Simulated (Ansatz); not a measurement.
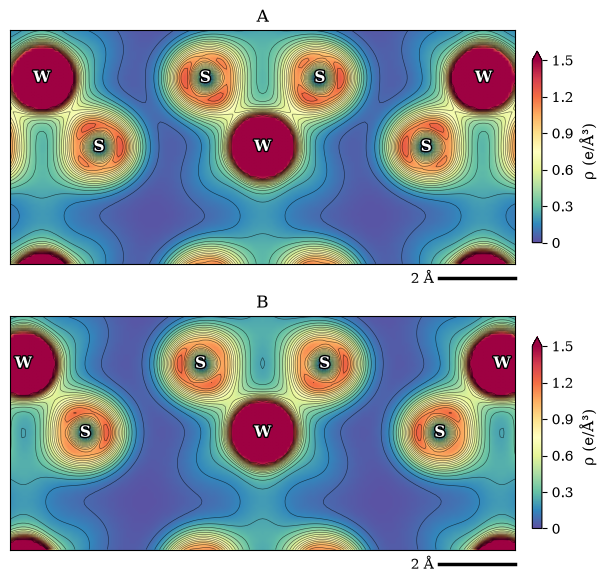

WS₂. The valence pseudo-density of two cells that differ in size and shape, on the (110) plane of each (indices in the axes of the calculation cell), at one length scale and on one colour scale; one has 16.7 and the other 18.1 Å³ an atom.

Space group P6₃/mmc.

Method: DFT PBE+D3(BJ), scalar-relativistic, plane waves, PAW (Ansatz 0.2.0).

The density is the valence pseudo-density of a PAW calculation; it isn't the true density close to the nuclei.

The larger cell:

```cif
data_structure
_symmetry_space_group_name_H-M 'P 1'
_symmetry_Int_Tables_number 1
_cell_length_a 3.1542
_cell_length_b 3.1542
_cell_length_c 12.6255
_cell_angle_alpha 90.000
_cell_angle_beta 90.000
_cell_angle_gamma 120.000
_cell_volume 108.78
loop_
_atom_site_label
_atom_site_type_symbol
_atom_site_fract_x
_atom_site_fract_y
_atom_site_fract_z
_atom_site_occupancy
W1 W 0.33333 0.66667 0.25000 1
W2 W 0.66667 0.33333 0.75000 1
S1 S 0.33333 0.66667 0.62029 1
S2 S 0.66667 0.33333 0.12029 1
S3 S 0.33333 0.66667 0.87971 1
S4 S 0.66667 0.33333 0.37971 1
```

The smaller cell: a = 3.154 Å, b = 3.154 Å, c = 11.654 Å, α = 90.00°, β = 90.00°, γ = 120.00°.

Q: Which panel shows the smaller cell, and what does the compression change?

A: Panel A is the smaller cell, by 8 % in volume. From the larger cell to the smaller, W–S goes from 2.45 to 2.37 Å, and the density at its midpoint from 0.59 to 0.68 e/Å³; the pressure goes from −6 to 8 GPa; the Kohn–Sham gap goes from 1.0 eV to 0.67 eV.
